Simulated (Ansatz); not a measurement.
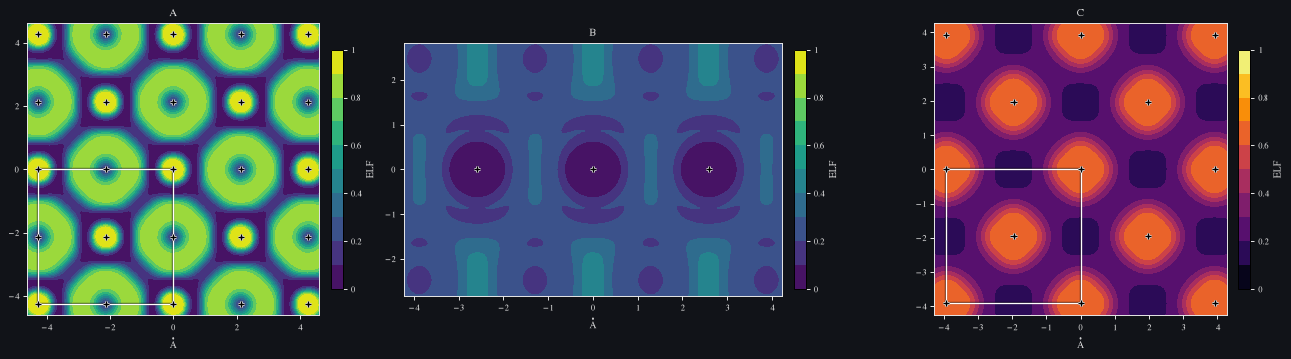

The electron localisation function of 3 systems, each on a plane through atoms (crosses mark nuclei in the plane).

The calculation used Ansatz 0.2.0, DFT LDA, scalar-relativistic, plane waves, PAW.

System 1: Zn, the (100) plane of the conventional cell. Space group P6₃/mmc; changed on purpose from its base cell (strain -0.0300 x Voigt [1, 1, 0, 0, 0, 0], atoms carried along); computed pressure about −4 GPa in this cell.

```
Zn
1.0
     2.58485    0.00000    0.00000
    -1.29243    2.23855    0.00000
     0.00000    0.00000    4.94670
Zn
2
Direct
  0.33333 0.66667 0.25000
  0.66667 0.33333 0.75000
```

System 2: LiCl, the (100) plane of the conventional cell. Space group Fm-3m; computed pressure about 50 GPa in this cell.

```
Li Cl
1.0
     4.26394    0.00000    0.00000
     0.00000    4.26394    0.00000
     0.00000    0.00000    4.26394
Li Cl
4 4
Cartesian
  0.0000 0.0000 0.0000
  2.1320 2.1320 0.0000
  2.1320 0.0000 2.1320
  0.0000 2.1320 2.1320
  2.1320 0.0000 0.0000
  0.0000 2.1320 0.0000
  0.0000 0.0000 2.1320
  2.1320 2.1320 2.1320
```

System 3: Pt, the (100) plane of the conventional cell. Space group Fm-3m; computed pressure about −5 GPa in this cell.

```
Pt
1.0
     3.91580    0.00000    0.00000
     0.00000    3.91580    0.00000
     0.00000    0.00000    3.91580
Pt
4
Direct
  0.00000 0.00000 0.00000
  0.50000 0.50000 0.00000
  0.50000 0.00000 0.50000
  0.00000 0.50000 0.50000
```

Match each panel to its system.

Answer. Panel A is system 2, LiCl: the plane holds Li and Cl. Li–Cl (2.13 Å): the ELF peaks at about 0.90 in the valence shell of Cl, 0.8 Å from its nucleus, and falls to about 0.05 next to Li (a closed-shell, largely ionic contact). Panel B is system 1, Zn: the plane holds Zn. Zn–Zn (2.58 Å): the ELF is about 0.35 at the midpoint. Panel C is system 3, Pt: the plane holds Pt. Pt–Pt (2.77 Å): the ELF is about 0.30 at the midpoint: no localised pair shows between them.
